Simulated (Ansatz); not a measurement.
Ta: geometry relaxation (part 1 of 2)

- system: Ta (slab, 3 atoms in the cell)
- method: DFT PBEsol, scalar-relativistic, plane waves, PAW, PAW set soft_1, no spin polarisation (Ansatz 0.2.0)

The structure derives from an entry of the Crystallography Open Database. The input holds or restrains some coordinates. Figures and captions count atoms from 1; the log counts them from 0 in places.

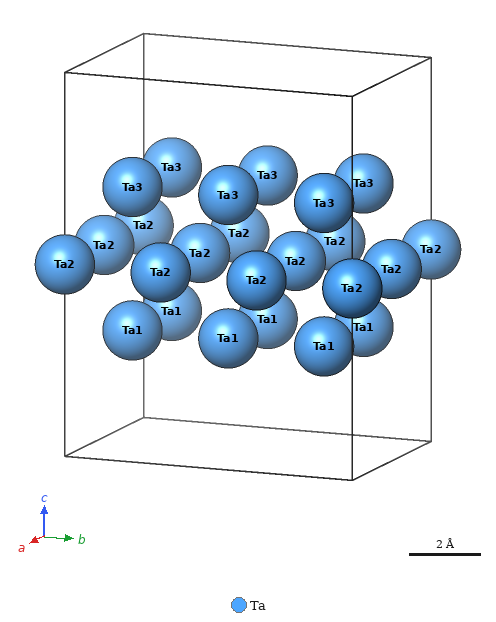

Figure 1. The structure as given in the input (spheres-only view of the 2 × 3 repeat of the cell, with the vacuum cut short, seen slightly off an axis; atoms are numbered from 1 in the order of the input).

**Input**
```yaml
crystal:
  lattice:
    - [2.9524503657, 0.0, 0.0]
    - [0.0, 2.9524503657, 0.0]
    - [0.0, 0.0, 18.1753953494]
  atoms:
    - { symbol: Ta, position: [0.5, 0.5, 0.3851360515] }
    - { symbol: Ta, position: [0.0, 0.0, 0.5] }
    - { symbol: Ta, position: [0.5, 0.5, 0.6148639485] }
basis:
  ecutwfc: 420
kpoints:
  mp_grid: { grid: [10, 10, 1] }
hamiltonian:
  xc: pbesol
  pseudopotentials: { kind: paw, azcp: { folder: soft_1 } }
scf:
  occupations: { method: gaussian, width: 0.1 }
output:
  forces: true
  eigenvalues: true
relax:
  adjacent_minimum: "off"
  f_tol: 0.03
  max_steps: 50
  constraints: [{ sites: [0] }]
efield:
  axis: 3
  dipole_correction: true
  ramp_width: 0.04
```

Run on 1 thread of Arm Neoverse V1, 24 GiB of memory available, shared host.

Launch command:
```bash
ansatz run input.yaml --threads 1 --pin off --max-ram 3072MiB --backend cpu --events-out ev --progress --plain --runs-dir out
```

**Log**
```
Warning: [file] the record states the generating functional pbe (its physics header spells it `PBE`), which answers neither for hamiltonian.xc's functional nor for the pbesol family's — results may be inconsistent (PPs are generated against a specific XC)
Engine: ansatz 0.2.0, aarch64-unknown-linux-gnu
Pseudopotentials: kind: paw
Pseudopotential: Ta, paw, valence charge 13, recommended cutoff 420 eV (normal), [file]
Functional definition: PBEsol
  exchange = pbesol_x
  correlation = pbesol_c
Crystal: 3 atoms, lattice volume = 158.434 Å³
Basis set: ecut = 420 eV, 3017 PW (Γ), exchange–correlation on 40×40×250 points (8 copies of the dense FFT grid, shifted against one another)
Bands: 24, of which v1, the nominal top of the filled ones, is band 20 counted from 1 (19 counted from 0)
Symmetry: 8 space group operations
k-points: 21 of 100
Non-local potential: Ta, projectors of the file, l = 0: 3, l = 1: 2, l = 2: 2, l = 3: 1
PAW form: soft (Blöchl's): semilocal exchange-correlation on the pseudo side does not see the compensation charge
PAW frozen core: Ta, regenerated for the run's functional, and the local potential with it (the file was generated under x = pbe(κ = 0.804, μ = 0.2195149727645171), c = pbe(β = 0.06672455060314922))
PAW one-centre angular grid: Ta, 590 points (default); XC on 64 Gauss nodes
Initial density: superposition of atomic densities (neutral atoms: chi_scale 0, normalization atom)
Initial wavefunctions: pseudopotential atomic-orbital guess
Functional: x = pbesol(κ = 0.804, μ = 0.12345679012345678), c = pbesol(β = 0.046)
SCF iter   1: F=—  HF=-29421.021769 eV  |F-HF|=—  |Δ(HF+E_count)|=         —  Δρ=4.30e-2  dr2=2.56e1  ethr=3.10e-3  p=0.000 e·Å  D=2.55e-14 V/Å  ΔV_dip=-0.00 eV  dr2_dipole=1.21e-8  V_vac-E_F(+/−)=6.79/6.79 eV  ⟨swp⟩=7.8  Hψ=2621  notcnv=0
efield: sawtooth ramp at fractional position 0.9800 (placed from the atoms, in the widest stretch of the axis that holds none; the zero of the levels goes with the place), width 0.0400; the density the first Hamiltonian is built on has a dipole p = 0.000 e·Å; the dipole correction subtracts the counter field D = 2.55e-14 V/Å, which shifts the + side's vacuum level by -0.00 eV against the − side's; the planar-averaged density in the ramp window peaks in size at 4.6e-6 e/Å³
preconditioner: auto → LDOS  [metal: Δε(μ)=0.024 eV  Ē_g=3.973 eV  σ=0.100 eV  W_gap=0.13  n_scr=24 (ndim 8)  ℏωp=11.4 eV  f_vac=0.526  D(μ)=5.26/eV (n_scr^D=42)  β→1.0]
SCF iter   2: F=—  HF=-29418.730235 eV  |F-HF|=—  |Δ(HF+E_count)|=    2.29e0  Δρ=2.38e-2  dr2=2.46e0  ethr=3.10e-3  p=0.000 e·Å  D=4.40e-4 V/Å  ΔV_dip=-0.01 eV  dr2_dipole=4.23e-5  V_vac-E_F(+/−)=4.24/4.25 eV  ⟨swp⟩=3.6  Hψ=1272  notcnv=0  defer=5
SCF iter   3: F=—  HF=-29418.513142 eV  |F-HF|=—  |Δ(HF+E_count)|=   2.17e-1  Δρ=5.86e-3  dr2=1.23e-1  ethr=3.10e-3  p=-0.000 e·Å  D=-1.32e-7 V/Å  ΔV_dip=0.00 eV  dr2_dipole=1.24e-7  V_vac-E_F(+/−)=4.95/4.95 eV  ⟨swp⟩=3.0  Hψ=1101  notcnv=0  defer=5
SCF iter   4: F=—  HF=-29418.488129 eV  |F-HF|=—  |Δ(HF+E_count)|=   2.50e-2  Δρ=1.71e-3  dr2=7.68e-3  ethr=3.15e-4  p=0.000 e·Å  D=4.10e-5 V/Å  ΔV_dip=-0.00 eV  dr2_dipole=2.80e-7  V_vac-E_F(+/−)=4.78/4.78 eV  ⟨swp⟩=2.4  Hψ=973  notcnv=0  defer=4
SCF iter   5: F=—  HF=-29418.487920 eV  |F-HF|=—  |Δ(HF+E_count)|=   2.09e-4  Δρ=6.74e-4  dr2=8.79e-4  ethr=1.97e-5  p=0.000 e·Å  D=8.63e-6 V/Å  ΔV_dip=-0.00 eV  dr2_dipole=2.68e-9  V_vac-E_F(+/−)=4.74/4.74 eV  ⟨swp⟩=2.8  Hψ=912  notcnv=0  defer=4
SCF iter   6: F=—  HF=-29418.487872 eV  |F-HF|=—  |Δ(HF+E_count)|=   4.83e-5  Δρ=1.35e-4  dr2=6.69e-5  ethr=2.25e-6  p=0.000 e·Å  D=5.45e-6 V/Å  ΔV_dip=-0.00 eV  dr2_dipole=1.62e-9  V_vac-E_F(+/−)=4.71/4.71 eV  ⟨swp⟩=2.3  Hψ=706  notcnv=0  defer=4
SCF iter   7: F=-29418.487871 eV  HF=-29418.487871 eV  |F-HF|=4.80e-7  |Δ(HF+E_count)|=   8.51e-7  Δρ=2.78e-5  dr2=3.16e-6  ethr=5.77e-8  p=-0.000 e·Å  D=-5.96e-7 V/Å  ΔV_dip=0.00 eV  dr2_dipole=4.85e-10  V_vac-E_F(+/−)=4.70/4.70 eV  ⟨swp⟩=10.8  Hψ=2691  notcnv=0
SCF 1 converged in 7 iterations: F = -29418.487871 eV  dr2 = 3.16e-6
  greatest PAW one-centre occupation: 0.999 electrons in one spin orbital (limit 2), on the Ta atom at site 1 (counted from 0), in its partial waves of l = 0
relax step   1: F+E_penalty+E_count = -29418.48787069 eV  Δ(F+E_penalty+E_count) = +0.000e0 eV  max|allowed force component| = 1.042e-1 eV/Å  Δτ_max = 0.0000 Å  (7 SCF iters, dr2 threshold 2.25e-5 eV, accepted)
Initial density: handed on by an earlier stage of this run
Initial wavefunctions: those handed on with the density
iter 1 solved again at ethr=1.08e-3 eV; its pass at ethr=3.10e-3 eV (dr2=4.21e-1 eV) is discarded
SCF iter   1: F=—  HF=-29418.504598 eV  |F-HF|=—  |Δ(HF+E_count)|=         —  Δρ=5.68e-3  dr2=3.70e-1  ethr=1.08e-3  p=-0.000 e·Å  D=-8.96e-7 V/Å  ΔV_dip=0.00 eV  dr2_dipole=8.00e-2  V_vac-E_F(+/−)=4.68/4.68 eV  ⟨swp⟩=1.1  Hψ=1934  notcnv=0  defer=4
efield: sawtooth ramp at fractional position 0.9800 (handed on by an earlier solve), width 0.0400; the density the first Hamiltonian is built on has a dipole p = -0.000 e·Å; the dipole correction subtracts the counter field D = -8.96e-7 V/Å, which shifts the + side's vacuum level by +0.00 eV against the − side's; the planar-averaged density in the ramp window peaks in size at 5.6e-6 e/Å³
preconditioner: auto → LDOS  [metal: Δε(μ)=0.033 eV  Ē_g=3.438 eV  σ=0.100 eV  W_gap=0.19  n_scr=24 (ndim 8)  ℏωp=11.4 eV  f_vac=0.530  D(μ)=4.98/eV (n_scr^D=40)  β→1.0]
SCF iter   2: F=—  HF=-29418.485840 eV  |F-HF|=—  |Δ(HF+E_count)|=   1.88e-2  Δρ=1.93e-3  dr2=3.38e-2  ethr=9.48e-4  p=0.000 e·Å  D=1.03e-4 V/Å  ΔV_dip=-0.00 eV  dr2_dipole=1.02e-2  V_vac-E_F(+/−)=4.62/4.62 eV  ⟨swp⟩=1.7  Hψ=549  notcnv=0  defer=4
SCF iter   3: F=—  HF=-29418.483940 eV  |F-HF|=—  |Δ(HF+E_count)|=   1.90e-3  Δρ=1.01e-3  dr2=6.49e-3  ethr=8.67e-5  p=0.000 e·Å  D=1.40e-4 V/Å  ΔV_dip=-0.00 eV  dr2_dipole=4.05e-4  V_vac-E_F(+/−)=4.66/4.67 eV  ⟨swp⟩=2.4  Hψ=790  notcnv=0  defer=4
SCF iter   4: F=—  HF=-29418.483094 eV  |F-HF|=—  |Δ(HF+E_count)|=   8.46e-4  Δρ=2.17e-4  dr2=1.71e-4  ethr=1.66e-5  p=0.000 e·Å  D=5.58e-4 V/Å  ΔV_dip=-0.01 eV  dr2_dipole=9.96e-6  V_vac-E_F(+/−)=4.65/4.66 eV  ⟨swp⟩=2.4  Hψ=836  notcnv=0  defer=4
SCF iter   5: F=—  HF=-29418.483078 eV  |F-HF|=—  |Δ(HF+E_count)|=   1.58e-5  Δρ=6.35e-5  dr2=1.06e-5  ethr=4.39e-7  p=0.000 e·Å  D=3.26e-4 V/Å  ΔV_dip=-0.01 eV  dr2_dipole=2.41e-6  V_vac-E_F(+/−)=4.65/4.66 eV  ⟨swp⟩=2.9  Hψ=925  notcnv=0  defer=4
SCF iter   6: F=—  HF=-29418.483127 eV  |F-HF|=—  |Δ(HF+E_count)|=   4.90e-5  Δρ=2.12e-5  dr2=8.61e-7  ethr=2.73e-8  p=0.000 e·Å  D=2.66e-4 V/Å  ΔV_dip=-0.00 eV  dr2_dipole=1.78e-7  V_vac-E_F(+/−)=4.65/4.66 eV  ⟨swp⟩=2.6  Hψ=827  notcnv=0  defer=4
iter 7 did not close the SCF: its close was put off until two iterations running show no level that it waits for move by more than its bar (scf_convergence_deferred on its scf_iter line)
SCF iter   7: F=-29418.483128 eV  HF=-29418.483128 eV  |F-HF|=2.26e-8  |Δ(HF+E_count)|=   4.44e-7  Δρ=6.56e-6  dr2=7.57e-8  ethr=2.56e-10  p=0.000 e·Å  D=1.92e-4 V/Å  ΔV_dip=-0.00 eV  dr2_dipole=3.89e-9  V_vac-E_F(+/−)=4.65/4.66 eV  ⟨swp⟩=10.3  Hψ=2764  notcnv=0
iter 8 did not close the SCF: its close was put off until two iterations running show no level that it waits for move by more than its bar (scf_convergence_deferred on its scf_iter line)
SCF iter   8: F=-29418.483128 eV  HF=-29418.483128 eV  |F-HF|=2.89e-9  |Δ(HF+E_count)|=   5.64e-8  Δρ=1.44e-6  dr2=5.84e-9  ethr=1.94e-10  p=0.000 e·Å  D=1.70e-4 V/Å  ΔV_dip=-0.00 eV  dr2_dipole=4.85e-11  V_vac-E_F(+/−)=4.65/4.66 eV  ⟨swp⟩=2.8  Hψ=1963  notcnv=0
SCF iter   9: F=-29418.483128 eV  HF=-29418.483128 eV  |F-HF|=4.07e-10  |Δ(HF+E_count)|=  2.51e-10  Δρ=4.16e-7  dr2=3.98e-10  ethr=1.50e-11  p=0.000 e·Å  D=1.64e-4 V/Å  ΔV_dip=-0.00 eV  dr2_dipole=5.06e-11  V_vac-E_F(+/−)=4.66/4.66 eV  ⟨swp⟩=2.0  Hψ=1566  notcnv=0
SCF 2 converged in 9 iterations: F = -29418.483128 eV  dr2 = 3.98e-10
relax step   2: F+E_penalty+E_count = -29418.48312788 eV  Δ(F+E_penalty+E_count) = +4.743e-3 eV  max|allowed force component| = 2.159e-1 eV/Å  Δτ_max = 0.0912 Å  (9 SCF iters, rejected (line search))
iter 1 solved again at ethr=3.92e-4 eV; its pass at ethr=3.10e-3 eV (dr2=1.53e-1 eV) is discarded
```
